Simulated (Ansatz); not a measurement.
A series of calculations on H3CCl

Part 1: Relaxation

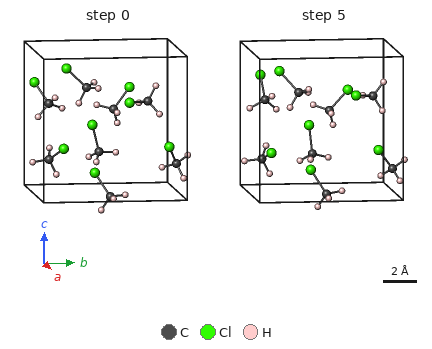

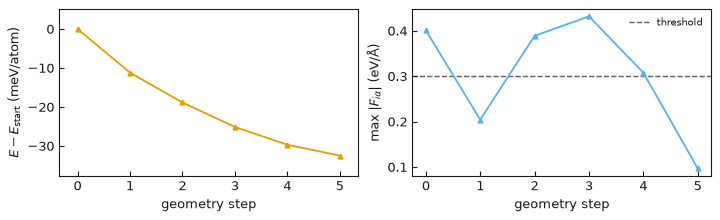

First and last geometry of a relaxation of an amorphous cell of composition H3CCl, with the history of the run. Style: ball-and-stick. Shown: the cell of the calculation, from a free direction.

The cell holds 8 CH3Cl. The run prepares the start of a later molecular dynamics calculation, from a guessed geometry.

Method: Ansatz 0.2.0, DFT PBE-D3(BJ), scalar-relativistic, plane waves, PAW.

Input
```yaml
crystal:
  lattice:
    - [9.028715, 0.0, 0.0]
    - [0.0, 9.028715, 0.0]
    - [0.0, 0.0, 9.028715]
  atoms:
    - { symbol: C, position: [0.7266335, 0.5006795, 0.0008107] }
    - { symbol: Cl, position: [0.6695866, 0.4009082, 0.1606321] }
    - { symbol: H, position: [0.6796676, 0.611586, 0.00514] }
    - { symbol: H, position: [0.8469857, 0.5068762, -0.0005042] }
    - { symbol: H, position: [0.6872272, 0.4430052, -0.0974013] }
    - { symbol: C, position: [0.3639333, 0.1222765, 0.6104486] }
    - { symbol: Cl, position: [0.2476527, 0.0377596, 0.7449376] }
    - { symbol: H, position: [0.3823632, 0.0444684, 0.5202763] }
    - { symbol: H, position: [0.3097861, 0.2215756, 0.5688248] }
    - { symbol: H, position: [0.4689131, 0.1511279, 0.6621362] }
    - { symbol: C, position: [0.7235722, 0.763005, 0.6603097] }
    - { symbol: Cl, position: [0.8558605, 0.6174579, 0.668521] }
    - { symbol: H, position: [0.6152339, 0.7160386, 0.6361897] }
    - { symbol: H, position: [0.7212017, 0.8197121, 0.7666274] }
    - { symbol: H, position: [0.7554834, 0.8399594, 0.5732208] }
    - { symbol: C, position: [0.9735609, 0.03938, 0.298446] }
    - { symbol: Cl, position: [1.1276201, 0.1208853, 0.3899567] }
    - { symbol: H, position: [0.959313, 0.09238, 0.1911483] }
    - { symbol: H, position: [0.9946128, -0.07838, 0.2838106] }
    - { symbol: H, position: [0.8749917, 0.0555912, 0.3658706] }
    - { symbol: C, position: [0.034339, 0.5176083, 0.2263902] }
    - { symbol: Cl, position: [0.0524879, 0.4687118, 0.4162094] }
    - { symbol: H, position: [0.0183659, 0.6367745, 0.2180801] }
    - { symbol: H, position: [0.1346455, 0.4852629, 0.1679338] }
    - { symbol: H, position: [-0.060805, 0.4599125, 0.180091] }
    - { symbol: C, position: [0.9291704, 0.3063776, 0.7887151] }
    - { symbol: Cl, position: [0.9435213, 0.1652249, 0.9251758] }
    - { symbol: H, position: [0.8311702, 0.3727819, 0.8113254] }
    - { symbol: H, position: [1.0278017, 0.3754746, 0.7934319] }
    - { symbol: H, position: [0.9199911, 0.2549538, 0.6801052] }
    - { symbol: C, position: [0.3564074, 0.5744328, 0.5621648] }
    - { symbol: Cl, position: [0.2955963, 0.6943653, 0.7059345] }
    - { symbol: H, position: [0.3257392, 0.4612722, 0.5900743] }
    - { symbol: H, position: [0.303554, 0.6072249, 0.458937] }
    - { symbol: H, position: [0.4761511, 0.5833634, 0.5518465] }
    - { symbol: C, position: [0.5052886, 0.9924439, 0.1943366] }
    - { symbol: Cl, position: [0.6336765, 0.9255453, 0.3277258] }
    - { symbol: H, position: [0.4403191, 1.0811522, 0.2436782] }
    - { symbol: H, position: [0.5661138, 1.0340085, 0.098956] }
    - { symbol: H, position: [0.4329585, 0.9020192, 0.1609223] }
basis:
  ecutwfc: 420.0
kpoints:
  mp_grid: { grid: [1, 1, 1] }
hamiltonian:
  xc: pbe
  dispersion: d3bj
scf:
  occupations: { method: fermi_dirac, width: 0.05 }
  lower_state_search: "off"
relax:
  f_tol: 0.3
  max_steps: 15
  adjacent_minimum: "off"
```

Command:
```bash
ansatz run input.yaml --threads 1 --pin off --max-ram 3072MiB --backend cpu --events-out ev --progress --plain --runs-dir out
```

### Read the history and describe the run.

It converged. Cl7 moves most: 0.85 Å along [2 3 3]. Largest moves by element: Cl 0.85 Å, H 0.76 Å, C 0.66 Å. The lattice vectors keep their values. Near-neighbour distances that change, for instance: C26–Cl27 1.777 → 1.798 Å, C11–Cl12 1.777 → 1.793 Å, C21–H23 1.088 → 1.097 Å, C11–H13 1.088 → 1.094 Å. Over 5 geometry steps the energy falls by 32.5 meV per atom. Largest force component: 0.4 eV/Å at the start, 0.097 eV/Å at the end.

Part 2: Dynamics

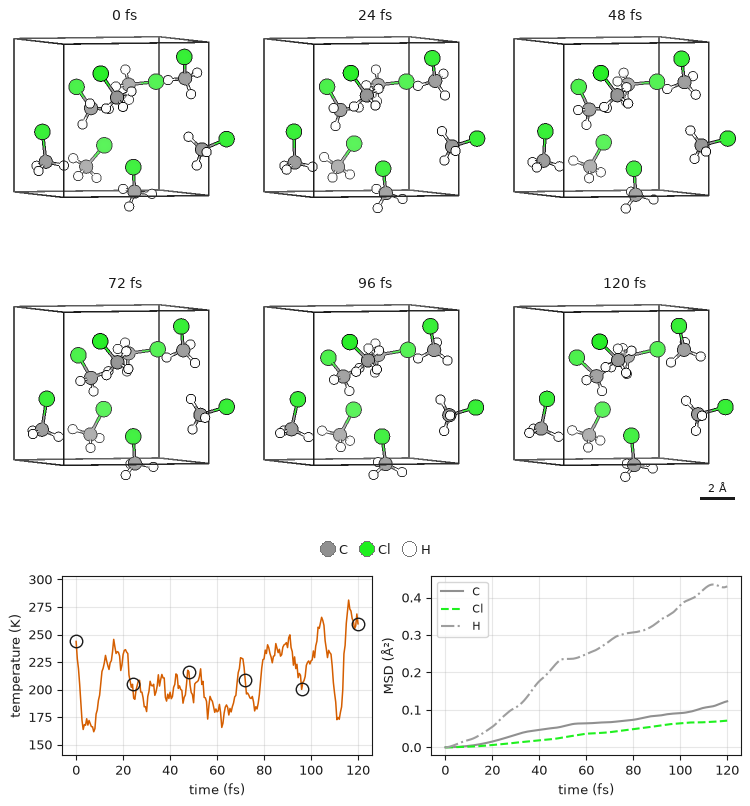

A Born-Oppenheimer molecular dynamics run of a periodic cell with 8 CH3Cl at 0.911 g/cm³, 120 fs long. Frames and the history of the run. A ball-and-stick model of the simulation cell, seen from a free direction.

Computed with Ansatz 0.2.0, DFT PBE-D3(BJ), scalar-relativistic, plane waves, PAW. Settings: plane-wave cutoff 420 eV; k-point mesh 1 × 1 × 1; Fermi-Dirac smearing 0.05 eV; Langevin thermostat (NVT); set temperature 250 K; time step 0.5 fs; friction 0.02 per fs.

### What happens in this trajectory?

Over the second half the temperature averages 220 K (spread ±28 K). The potential energy is still drifting at the end, so the run hasn't reached equilibrium. The potential energy in the second half lies on average 23.4 meV per atom above the first frame. In the second half of the run the atoms are, in the root-mean-square, this far from where they began (common drift taken out): H 0.59 Å, C 0.29 Å, Cl 0.23 Å. The heavy atoms stay within a fraction of a molecule's size of their starting places; so short a run doesn't tell a liquid from a solid.

Part 3: Dynamics

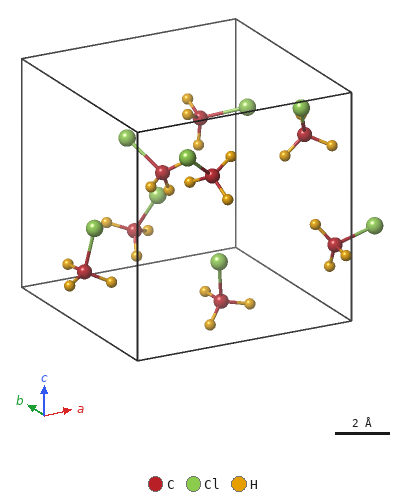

Starting frame of a dynamics run of a periodic cell with 8 CH3Cl at 0.911 g/cm³. It starts from the last geometry of an earlier run, with fresh velocities. The picture is a ball-and-stick view of the simulation cell, seen from a free direction.

Theory: Ansatz 0.2.0, DFT PBE-D3(BJ), scalar-relativistic, plane waves, PAW.

Input file:
```yaml
crystal:
  lattice:
    - [9.028715, 0.0, 0.0]
    - [0.0, 9.028715, 0.0]
    - [0.0, 0.0, 9.028715]
  atoms:
    - { symbol: C, position: [0.65650127, 0.49443309, -0.01866182] }
    - { symbol: Cl, position: [0.6204222, 0.44491697, 0.17575049] }
    - { symbol: H, position: [0.64811575, 0.6159251, -0.01384571] }
    - { symbol: H, position: [0.77405178, 0.46348581, -0.04089434] }
    - { symbol: H, position: [0.57818207, 0.44417489, -0.09232829] }
    - { symbol: C, position: [0.42562368, 0.14282271, 0.68281162] }
    - { symbol: Cl, position: [0.27856757, 0.08543811, 0.80626261] }
    - { symbol: H, position: [0.45082762, 0.05732193, 0.60233582] }
    - { symbol: H, position: [0.37304539, 0.2404757, 0.63349369] }
    - { symbol: H, position: [0.52820797, 0.17128341, 0.74123958] }
    - { symbol: C, position: [0.71078294, 0.77531287, 0.68286066] }
    - { symbol: Cl, position: [0.8841969, 0.6880668, 0.72814156] }
    - { symbol: H, position: [0.61967194, 0.71430401, 0.73384672] }
    - { symbol: H, position: [0.71331354, 0.88845813, 0.72942026] }
    - { symbol: H, position: [0.70320395, 0.77637224, 0.56575059] }
    - { symbol: C, position: [0.94016671, 0.03511325, 0.3264294] }
    - { symbol: Cl, position: [1.13469975, 0.05257961, 0.37055909] }
    - { symbol: H, position: [0.9417396, 0.08422424, 0.21684419] }
    - { symbol: H, position: [0.92553116, -0.08705452, 0.32126593] }
    - { symbol: H, position: [0.87081456, 0.07669118, 0.41410171] }
    - { symbol: C, position: [0.00907788, 0.47686162, 0.22845718] }
    - { symbol: Cl, position: [0.0392916, 0.44631923, 0.42288289] }
    - { symbol: H, position: [-0.00054894, 0.60231333, 0.22282777] }
    - { symbol: H, position: [0.11700983, 0.44304437, 0.17519939] }
    - { symbol: H, position: [-0.09278634, 0.41738006, 0.20399073] }
    - { symbol: C, position: [0.92104598, 0.26199645, 0.73929675] }
    - { symbol: Cl, position: [0.85229974, 0.16379116, 0.89899163] }
    - { symbol: H, position: [0.83484776, 0.27318768, 0.65743395] }
    - { symbol: H, position: [0.96359402, 0.37048987, 0.78526819] }
    - { symbol: H, position: [1.0121597, 0.19368738, 0.696826] }
    - { symbol: C, position: [0.42159808, 0.56542438, 0.56183679] }
    - { symbol: Cl, position: [0.33810793, 0.71744307, 0.67893666] }
    - { symbol: H, position: [0.32666784, 0.49116665, 0.53999328] }
    - { symbol: H, position: [0.47407088, 0.60616271, 0.4626852] }
    - { symbol: H, position: [0.49970656, 0.49900409, 0.6222858] }
    - { symbol: C, position: [0.5109081, 0.97360903, 0.16086338] }
    - { symbol: Cl, position: [0.57485165, 0.89074491, 0.33049754] }
    - { symbol: H, position: [0.41583112, 1.03799494, 0.19196247] }
    - { symbol: H, position: [0.6095357, 1.03845891, 0.12341662] }
    - { symbol: H, position: [0.47397278, 0.88644422, 0.08445817] }
basis:
  ecutwfc: 420.0
kpoints:
  mp_grid: { grid: [1, 1, 1] }
hamiltonian:
  xc: pbe
  dispersion: d3bj
scf:
  occupations: { method: fermi_dirac, width: 0.05 }
  lower_state_search: "off"
md:
  timestep: 0.75
  n_steps: 330
  ensemble: nve
  temperature: 250.0
  initial_velocities: maxwell_boltzmann
  seed: 482448
```

Command:
```bash
ansatz run input.yaml --threads 1 --pin off --max-ram 3072MiB --backend cpu --events-out ev --progress --plain --runs-dir out
```

### What does the trajectory do?

Over the second half the temperature averages 240 K (spread ±17 K). The potential energy in the second half lies on average 1.3 meV per atom above the first frame. Root-mean-square distances from the starting positions over the second half, with the common drift of all atoms taken out: H 1.41 Å, C 0.94 Å, Cl 0.69 Å. The heavy atoms stay within a fraction of a molecule's size of their starting places; so short a run doesn't tell a liquid from a solid.

Along the run (each row but the first and the last is the mean over the interval that it begins):

```csv
time (fs),potential energy (meV/atom),T (K)
0.0,0.0,250
30.8,-1.3,261
61.5,-1.4,261
92.2,-0.5,254
123.0,1.8,236
153.8,1.7,236
184.5,1.6,238
215.2,0.4,247
246.0,-3.0,274
```

The paths of the atoms:

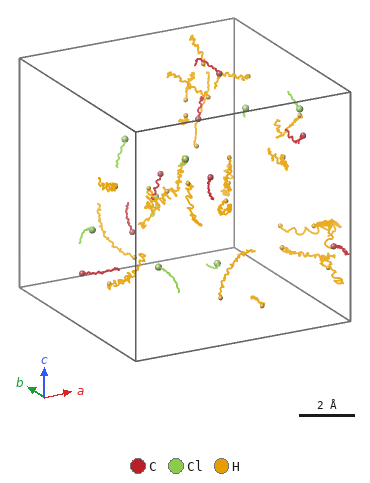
